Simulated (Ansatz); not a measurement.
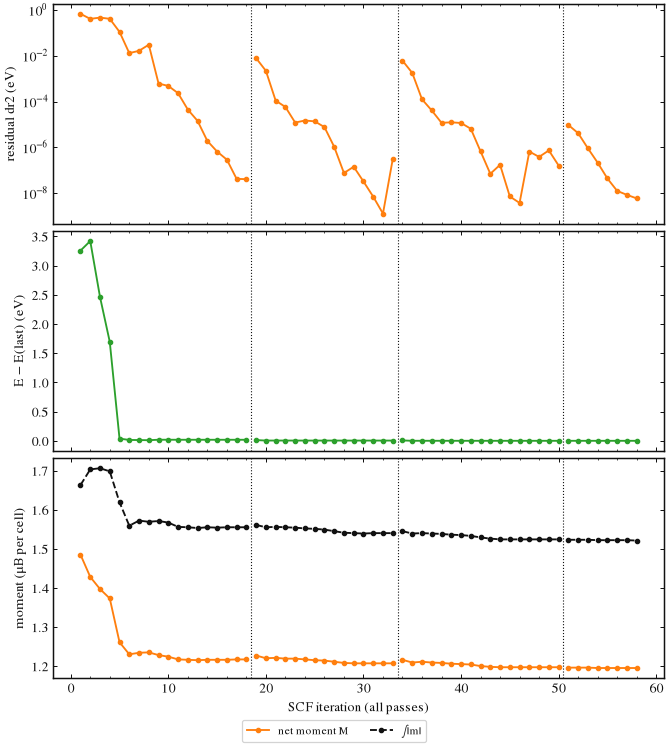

Plot: SCF iterations of a calculation: density residual dr2, Harris–Foulkes energy less its last value, magnetic moments. SiNi3 (R-3m, 4 atoms in the cell); Ansatz, DFT r2SCAN, scalar-relativistic, plane waves, PAW; cutoff 500 eV, 18×18×18 k-mesh, Gaussian smearing of 0.1 eV, collinear spins. Each stretch between dotted lines is the SCF of one geometry step of a relaxation. dr2 is the charge part; the magnetisation has a residual of its own.

It did not finish: the time limit cut it off after 58 iterations in all. There are 4 passes, of 18, 15, 17 and 8 iterations. In pass 4, the residual is still falling at the last step (down to 6 × 10⁻⁹). The residual starts near 0.7 and ends near 6 × 10⁻⁹ eV. The net moment goes from 1.5 to 1.2 μB per cell, though in an unconverged run this needn't be final.
